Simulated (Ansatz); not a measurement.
# CuI (Marshite): converging the G0W0 gap

How do accuracy and time trade against each other in G0W0 on CuI (Marshite)?

Program: Ansatz 0.2.0. Level of theory: G0W0 on PBE, plane waves, PAW. Results are calculated unless marked as measured.

The database entry behind the starting cell differs from later determinations by our own check (about 0.15 % long (mineral sample)), so it need not match the best structure at ambient conditions.

In doubt: one-shot GW on d or f shells is unsure, so the values of those runs are not to be relied on.

**1. The structure**

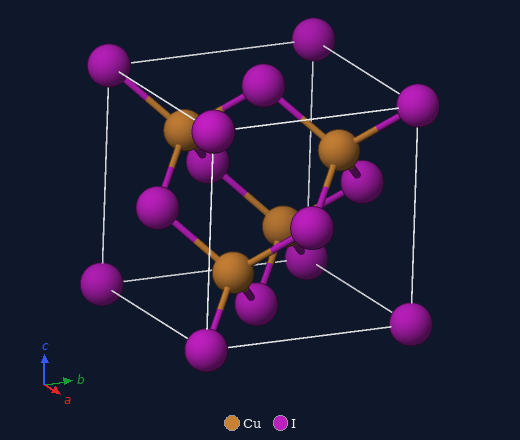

The starting structure, seen slightly off an axis (copper orange, iodine pink). This picture shows the conventional cell, with its axes. Bonds to atoms that aren't drawn are left out. Some periodic images of atoms are drawn too.

The cell and positions come from the Crystallography Open Database and are kept as given unless a step says otherwise. Spin-orbit coupling is left out unless a step names it. The default PAW set here is soft_2. Its files were made with PBE.

**2. 58 empty bands, screening to 60 eV**

Now the one-shot GW correction: screening in the RPA, then the self-energy of the levels asked for.

Contents of input.yaml:

```yaml
crystal:
  lattice:
    - [0.0, 3.0315, 3.0315]
    - [3.0315, 0.0, 3.0315]
    - [3.0315, 3.0315, 0.0]
  atoms:
    - { symbol: Cu, position: [0.25, 0.25, 0.25] }
    - { symbol: I, position: [0.0, 0.0, 0.0] }
kpoints:
  mp_grid: { grid: [4, 4, 4] }
hamiltonian:
  xc: pbe
scf:
  occupations: { method: fixed }
gw:
  n_empty_bands: 58
  ecut_chi: 60
  qp_bands: [v2, c2]
  qp_kpoints: band_edges
  screening: { model: contour_deformation }
```

Started as:

```sh
ansatz run input.yaml --threads 3 --pin off --max-ram 92160MiB --backend cuda --events-out ev --progress --plain --runs-dir out --devices 1 --max-vram 13GiB  # rebuilt from the run's record
```

Numbers of over 12 decimals in the logs are rounded to 6 here.

What it wrote:

```text
GPUs: using 1 of 1 available (devices: 1).
Engine: ansatz 0.2.0, x86_64-unknown-linux-gnu
Pseudopotentials: kind: paw
Pseudopotential: Cu, paw, valence charge 19, recommended cutoff 420 eV (normal), Cu.paw.azcp
Pseudopotential: I, paw, valence charge 17, recommended cutoff 420 eV (normal), I.paw.azcp
Functional definition: PBE
  parameter kappa = 0.804
  parameter beta = 0.066725
  exchange = pbe_x(kappa = kappa, mu = beta*pi^2/3)
  correlation = pbe_c(beta = beta)
device memory: the entry about to start is reckoned to put 1.0 GiB on a device that reports 59.6 GiB free (of which the cap on the GPU budget leaves the run 13.0 GiB)
GPU FFT provider: cuFFT
GPU libraries: cuBLAS 13.8.2, cuFFT 12.4.0, cuSOLVER 12.3.4
Crystal: 2 atoms, lattice volume = 55.719 Å³
Basis set: ecut = 420 eV, 1067 PW (Γ)
Bands: 22, of which v1, the nominal top of the filled ones, is band 18 counted from 1 (17 counted from 0)
Symmetry: 24 space group operations
Space group: F-43m (ITA 216), of the structure as read, at distance tolerance 3.8e-5 Å
k-points: 8 of 64 (time reversal used)
Non-local potential: Cu, projectors of the file, l = 0: 3, l = 1: 2, l = 2: 3, l = 3: 1
Non-local potential: I, projectors of the file, l = 0: 2, l = 1: 2, l = 2: 2, l = 3: 2
PAW form: soft (Blöchl's): semilocal exchange-correlation on the pseudo side does not see the compensation charge
PAW one-centre angular grid: Cu, 590 points (default); XC on 64 Gauss nodes
PAW one-centre angular grid: I, 590 points (default); XC on 64 Gauss nodes
Initial density: superposition of atomic densities (neutral atoms: chi_scale 0, normalization atom), corrected by the library's trained network
Initial wavefunctions: pseudopotential atomic-orbital guess
GPU buffer pool allocated for 27000 grid points (all kernels)
GPU transforms: local potential and band sums: pruned to the plane-wave sphere, on 30×30×30
Functional: x = pbe(κ = 0.804, μ = 0.219515), c = pbe(β = 0.066725)
SCF iter   1: F=—  HF=-14138.331842 eV  |F-HF|=—  |Δ(HF+E_count)|=         —  Δρ=1.70e-3  dr2=9.33e-4  ethr=1.77e-3  ⟨swp⟩=5.0  Hψ=719  notcnv=0  defer=11
preconditioner: auto → none  [insulator: Δε(μ)=1.133 eV  Ē_g=8.933 eV  n_scr=14 (ndim 8)  ℏωp=21.1 eV  f_vac=0.179  ε∞_Penn≈6.6]
SCF iter   2: F=—  HF=-14138.332143 eV  |F-HF|=—  |Δ(HF+E_count)|=   3.01e-4  Δρ=2.39e-3  dr2=1.97e-3  ethr=2.59e-6  ⟨swp⟩=3.0  Hψ=432  notcnv=0  defer=12
SCF iter   3: F=—  HF=-14138.331666 eV  |F-HF|=—  |Δ(HF+E_count)|=   4.77e-4  Δρ=2.16e-4  dr2=1.70e-5  ethr=2.59e-6  ⟨swp⟩=2.0  Hψ=323  notcnv=0  defer=12
SCF iter   4: F=—  HF=-14138.331683 eV  |F-HF|=—  |Δ(HF+E_count)|=   1.73e-5  Δρ=8.13e-5  dr2=1.52e-6  ethr=4.71e-8  ⟨swp⟩=2.0  Hψ=247  notcnv=0  defer=12
SCF iter   5: F=—  HF=-14138.331691 eV  |F-HF|=—  |Δ(HF+E_count)|=   7.81e-6  Δρ=1.96e-5  dr2=1.11e-7  ethr=4.23e-9  ⟨swp⟩=2.0  Hψ=248  notcnv=0  defer=12
SCF iter   6: F=-14138.331692 eV  HF=-14138.331692 eV  |F-HF|=3.43e-8  |Δ(HF+E_count)|=   6.14e-7  Δρ=3.63e-6  dr2=6.50e-9  ethr=2.78e-10  ⟨swp⟩=6.1  Hψ=630  notcnv=0
SCF 1 converged in 6 iterations: F = -14138.331692 eV  dr2 = 6.50e-9
  greatest PAW one-centre occupation: 1.000 electrons in one spin orbital (limit 2), on the Cu atom at site 0 (counted from 0), in its partial waves of l = 0
device memory: the entry about to start is reckoned to put 1.6 GiB on a device that reports 59.2 GiB free (of which the cap on the GPU budget leaves the run 13.0 GiB)
NSCF: frozen V_eff on 8 k-points
the band table was solved once the SCF had ended and its energy, with any forces and stress, was formed, with the checks that follow a solve (878 applications of the Hamiltonian). They found nothing against the state; the energy, forces and stress were not computed again (output.eigenvalues in the input reference)
device memory: the entry about to start is reckoned to put 1.9 GiB on a device that reports 59.0 GiB free (of which the cap on the GPU budget leaves the run 13.0 GiB)
NSCF: frozen V_eff on 8 k-points
G₀W₀ screening: q 1/8
[... further progress lines ...]
device memory: the entry about to start is reckoned to put 0.3 GiB on a device that reports 57.1 GiB free (of which the cap on the GPU budget leaves the run 13.0 GiB)
NSCF: frozen V_eff on 1 k-points
SCF converged after 6 iterations
Free energy (F): -14138.331692 eV
Harris-Foulkes:  -14138.331692 eV  (|F-HF|=3.43e-8)
Internal energy: -14138.331692 eV  (E = F + TS)
E sigma→0 (E₀):  -14138.331692 eV
Fermi energy:    8.168152 eV
--- Per-component energies (eV) ---
  E_band       = -866.848457
  E_kinetic    = 489.561906
  E_local      = -7623.522030  (includes V_loc(G=0)·N_el)
  E_nonlocal   = 313.961243
  E_hartree    = 3543.703846
  E_xc         = -215.231323
  E_vxc        = -241.041692  (∫ρ·V_xc dr)
  E_paw        = -6492.674180  (= ΣΔE_a)
  E_vpaw       = -893.221270  (= ΣTr[D̂ρ^β])
  E_aug_tail   = 0.000298  (compensation charges beyond the density's cutoff)
  E_ewald      = -4154.131452
  E_smearing   = -0.000000  (= −TS)
  E_closure    = -0.000000  (closes the sum)
  Σ components = -14138.331692   (vs F -14138.331692, Δ=0.00e0)
--- Band table (eV; the first three rows and the last of 8) ---
  k-point 0: bands = [... 14 lower, 6.3142, 8.1682, 8.1682, 8.1682, 9.2866, 13.0372, 13.0372, 13.0372]
  k-point 1: bands = [... 14 lower, 6.3052, 6.8932, 7.7964, 7.7964, 10.4191, 13.5934, 13.5934, 13.6378]
  k-point 2: bands = [... 14 lower, 6.3428, 6.3878, 7.4574, 7.4574, 10.3047, 13.5813, 13.5813, 15.5510]
  k-point 7: bands = [... 14 lower, 6.2657, 6.3973, 6.5665, 6.9083, 12.6499, 12.8188, 14.1741, 14.5533]
--- G₀W₀: contour deformation, 7 samples at zero and on the imaginary axis and 2 off it, 64 q-points, 58 empty bands' worth ---
  eigenvalues of the whole cell's RPA ε∞ on this k-mesh (on a slab, of 1 + 4πα/V) = 9.4268, 9.4268, 9.4268; static W/v taken at q = 0 is 0.106080
  bands read: the sum over 76 bands ends inside a degenerate multiplet in 3 slots, whose members it reads at an even weight; the widest, k=0: bands 76 to 78 (counted from 1) at 1/3 each
  gw.qp_kpoints: band_edges: 6 of 8 stored k-points solved, in 1 pass; an edge of the gap read off the rows below is read off those points alone
    valence top: of the k-points left out ik 5 came nearest to being solved in a further pass, in band 18 (counted from 1, as in the quasiparticle table): it holds the edge there only if its correction is more favourable than any solved in that band by at least 0.681 eV; those differ by 0.191 eV
    conduction bottom: of the k-points left out ik 5 came nearest to being solved in a further pass, in band 19 (counted from 1, as in the quasiparticle table): it holds the edge there only if its correction is more favourable than any solved in that band by at least 1.881 eV; those differ by 0.491 eV
    ik  band        ε_KS         Σx   Σc(E_QP)       V_xc       Z   E_QP_lin       E_QP  E_QP is
     0    17      8.1682   -35.9175     5.4473   -29.8332  0.7073     7.5078     7.5312  root
     0    18      8.1682   -35.9175     5.4473   -29.8332  0.7073     7.5078     7.5312  root
     0    19      9.2866    -8.0614    -3.8852   -12.5033  0.7739     9.8586     9.8432  root
     0    20     13.0372    -6.6460    -4.0490   -11.1429  0.7537    13.4956    13.4851  root
     1    17      7.7964   -36.2722     5.7882   -29.7974  0.6991     7.0805     7.1099  root
     1    18      7.7964   -36.2722     5.7882   -29.7974  0.6991     7.0805     7.1099  root
     1    19     10.4191    -8.1077    -3.9336   -12.6165  0.7677    11.0114    10.9942  root
     1    20     13.5934    -7.1787    -4.1327   -11.7666  0.7462    14.0589    14.0485  root
     2    17      7.4574   -36.5063     6.1028   -29.6781  0.6915     6.6969     6.7322  root
     2    18      7.4574   -36.5063     6.1028   -29.6781  0.6915     6.6969     6.7322  root
     2    19     10.3047    -8.7429    -3.7364   -13.0086  0.7674    10.8477    10.8340  root
     2    20     13.5813    -7.7807    -3.9640   -12.1337  0.7475    13.9775    13.9703  root
     3    17      7.2875   -37.8565     6.5085   -30.5959  0.6827     6.4954     6.5354  root
     3    18      7.2875   -37.8565     6.5085   -30.5959  0.6827     6.4954     6.5354  root
     3    19     11.3652    -9.9749    -3.8091   -14.3993  0.7570    12.0017    11.9805  root
     3    20     11.5544    -6.6479    -3.7068   -10.6259  0.7707    11.8286    11.8256  root
     4    17      6.8961   -41.6042     7.5561   -33.2450  0.6628     6.0424     6.0930  root
     4    18      7.0292   -39.0851     6.9873   -31.3109  0.6731     6.1955     6.2423  root
     4    19     11.3383    -9.3202    -3.5819   -13.3302  0.7627    11.7750    11.7664  root
     4    20     12.7956    -8.6009    -3.9842   -13.0751  0.7498    13.2983    13.2855  root
     6    17      6.6693   -41.6485     7.8679   -32.9531  0.6547     5.7845     5.8418  root
     6    18      6.6693   -41.6485     7.8679   -32.9531  0.6547     5.7845     5.8418  root
     6    19     10.8735    -9.4132    -3.0634   -12.6009  0.7697    10.9983    10.9978  root
     6    20     11.0618   -10.8944    -3.3069   -14.6263  0.7607    11.4948    11.4867  root
```

Run time: 5.2 s. Hardware: 1 × NVIDIA H100 80GB HBM3 (shared by 6 runs) with 3 threads of AMD EPYC 7R13 (Zen 3), shared host; peak memory 1 GiB.

In the SCF lines HF is the Harris–Foulkes energy and dr2 the Hartree energy of the density residual, in eV; the loop may stop once dr2 is under the threshold and the program's other checks hold. Hψ counts applications of the Hamiltonian.

Numbers from this step:

- bands summed: 76
- RPA ε∞ on this mesh (eigenvalues): 9.427, 9.427, 9.427
- plane waves in the screening matrix: 59
- q-points in the mesh: 64
- G0W0 gap on the mesh: 2.312 eV
- k of the valence top: 0, 0, 0
- k of the conduction bottom: 0, 0, 0
- starting gap on the mesh: 1.118 eV
- Z at the valence top: 0.7073
- Z at the conduction bottom: 0.7739
- least direct G0W0 gap on the computed points: 2.312 eV

The gap on the mesh goes from 1.12 eV to 2.31 eV, a correction of +1.19 eV. Between the two edge states, bare exchange in place of the xc potential would open the gap by 10.53 eV, and correlation takes back 9.33 eV.

**3. 166 empty bands, screening to 120 eV**

Another rung: the empty bands reach about as high as the screening cutoff, so the two stay in balance.

Edit input.yaml of step 2 so:

```diff
@@ -15,4 +15,4 @@
 gw:
-  n_empty_bands: 58
-  ecut_chi: 60
+  n_empty_bands: 166
+  ecut_chi: 120
   qp_bands: [v2, c2]
```

What it wrote:

```text
GPUs: using 1 of 1 available (devices: 1).
[...]
GPU FFT provider: cuFFT
GPU libraries: cuBLAS 13.8.2, cuFFT 12.4.0, cuSOLVER 12.3.4
Crystal: 2 atoms, lattice volume = 55.719 Å³
Basis set: ecut = 420 eV, 1067 PW (Γ)
Bands: 22, of which v1, the nominal top of the filled ones, is band 18 counted from 1 (17 counted from 0)
Symmetry: 24 space group operations
[...]
k-points: 8 of 64 (time reversal used)
[...]
GPU buffer pool allocated for 27000 grid points (all kernels)
[...]
SCF iter   1: F=—  HF=-14138.331842 eV  |F-HF|=—  |Δ(HF+E_count)|=         —  Δρ=1.70e-3  dr2=9.33e-4  ethr=1.77e-3  ⟨swp⟩=5.0  Hψ=719  notcnv=0  defer=11
[...]
SCF iter   6: F=-14138.331692 eV  HF=-14138.331692 eV  |F-HF|=3.43e-8  |Δ(HF+E_count)|=   6.14e-7  Δρ=3.63e-6  dr2=6.50e-9  ethr=2.78e-10  ⟨swp⟩=6.1  Hψ=630  notcnv=0
SCF 1 converged in 6 iterations: F = -14138.331692 eV  dr2 = 6.50e-9
[...]
NSCF: frozen V_eff on 8 k-points
[...]
G₀W₀ screening: q 1/8
[... further progress lines ...]
[...]
SCF converged after 6 iterations
Free energy (F): -14138.331692 eV
[...]
Internal energy: -14138.331692 eV  (E = F + TS)
E sigma→0 (E₀):  -14138.331692 eV
Fermi energy:    8.168152 eV
[...]
--- Band table (eV; the first three rows and the last of 8) ---
  k-point 0: bands = [... 14 lower, 6.3142, 8.1682, 8.1682, 8.1682, 9.2866, 13.0372, 13.0372, 13.0372]
  k-point 1: bands = [... 14 lower, 6.3052, 6.8932, 7.7964, 7.7964, 10.4191, 13.5934, 13.5934, 13.6378]
  k-point 2: bands = [... 14 lower, 6.3428, 6.3878, 7.4574, 7.4574, 10.3047, 13.5813, 13.5813, 15.5510]
  k-point 7: bands = [... 14 lower, 6.2657, 6.3973, 6.5665, 6.9083, 12.6499, 12.8188, 14.1741, 14.5533]
[...]
0    17      8.1682   -35.9175     5.5276   -29.8332  0.7020     7.5953     7.6115  root
     0    18      8.1682   -35.9175     5.5276   -29.8332  0.7020     7.5953     7.6115  root
     0    19      9.2866    -8.0614    -4.1682   -12.5033  0.7730     9.5630     9.5602  root
     0    20     13.0372    -6.6460    -4.2780   -11.1429  0.7534    13.2581    13.2560  root
     1    17      7.7964   -36.2722     5.8925   -29.7974  0.6942     7.1956     7.2142  root
     1    18      7.7964   -36.2722     5.8925   -29.7974  0.6942     7.1956     7.2142  root
     1    19     10.4191    -8.1077    -4.2092   -12.6165  0.7667    10.7223    10.7187  root
     1    20     13.5934    -7.1787    -4.3529   -11.7666  0.7455    13.8307    13.8283  root
[...]
6    17      6.6693   -41.6485     8.0987   -32.9531  0.6500     6.0498     6.0726  root
     6    18      6.6693   -41.6485     8.0987   -32.9531  0.6500     6.0498     6.0726  root
     6    19     10.8735    -9.4132    -3.1485   -12.6009  0.7687    10.9127    10.9126  root
     6    20     11.0618   -10.8944    -3.4688   -14.6263  0.7589    11.3274    11.3248  root
```

Elapsed: 6.3 s, on 1 × NVIDIA H100 80GB HBM3 (shared by 6 runs) with 3 threads; peak memory 1.1 GiB.

This step gave:

* bands summed: 184
* RPA ε∞ on this mesh (eigenvalues): 9.418, 9.418, 9.418
* plane waves in the screening matrix: 169
* q-points in the mesh: 64
* G0W0 gap on the mesh: 1.949 eV
* k of the valence top: 0, 0, 0
* k of the conduction bottom: 0, 0, 0
* starting gap on the mesh: 1.118 eV
* Z at the valence top: 0.7020
* Z at the conduction bottom: 0.7730
* least direct G0W0 gap on the computed points: 1.949 eV

Against the run with 4×4×4 mesh, 58 empty bands, screening to 60 eV, the gap moves by −0.36 eV.

**4. 357 empty bands, screening to 200 eV**

Edit input.yaml of step 3 so:

```diff
@@ -15,4 +15,4 @@
 gw:
-  n_empty_bands: 166
-  ecut_chi: 120
+  n_empty_bands: 357
+  ecut_chi: 200.0
   qp_bands: [v2, c2]
```

What it wrote:

```text
GPUs: using 1 of 1 available (devices: 1).
[...]
GPU FFT provider: cuFFT
GPU libraries: cuBLAS 13.8.2, cuFFT 12.4.0, cuSOLVER 12.3.4
Crystal: 2 atoms, lattice volume = 55.719 Å³
Basis set: ecut = 420 eV, 1067 PW (Γ)
Bands: 22, of which v1, the nominal top of the filled ones, is band 18 counted from 1 (17 counted from 0)
Symmetry: 24 space group operations
[...]
k-points: 8 of 64 (time reversal used)
[...]
1    20     13.5934    -7.1787    -4.4124   -11.7666  0.7459    13.7702    13.7689  root
[...]
6    17      6.6693   -41.6485     8.0788   -32.9531  0.6483     6.0274     6.0528  root
     6    18      6.6693   -41.6485     8.0788   -32.9531  0.6483     6.0274     6.0528  root
     6    19     10.8735    -9.4132    -3.1956   -12.6009  0.7683    10.8656    10.8656  root
     6    20     11.0618   -10.8944    -3.5400   -14.6263  0.7585    11.2550    11.2536  root
[key lines of the parts left out:]
SCF converged after 6 iterations
Free energy (F): -14138.331692 eV
Fermi energy:    8.168152 eV
```

It took 9 s on 1 × NVIDIA H100 80GB HBM3 (shared by 6 runs) with 3 threads; peak memory 1.3 GiB.

Numbers from this step:

```yaml
bands_summed: 375
rpa_eps_infinity_on_this_mesh_eigenvalues: 9.400, 9.400, 9.400
plane_waves_in_the_screening_matrix: 339
g0w0_gap_on_the_mesh: 1.872 eV
k_of_the_valence_top: 0, 0, 0
k_of_the_conduction_bottom: 0, 0, 0
starting_gap_on_the_mesh: 1.118 eV
least_direct_g0w0_gap_on_the_computed_points: 1.872 eV
```

Against the run with 4×4×4 mesh, 166 empty bands, screening to 120 eV, the gap moves by −0.08 eV.

(Continued in part 2 of 2.)

[Paths, hosts, dates, memory and timing lines, banners, echoed tables and standing remarks are left out of the program output.]

[Logs are printed without paths, hosts, clocks, repeated set-up lines and the standing remarks that a program may print on its own settings, such as how far it seeks lower states.]

[Runs of the session that timed out or met a known fault of the program may be left out.]

[Cells called generated may have been cut or substituted from an entry of the Crystallography Open Database or the Materials Project.]

[Hosts, paths, dates, database ids (printed as entryN), source tags and the programs' standing remarks are cut or masked in the printed files.]
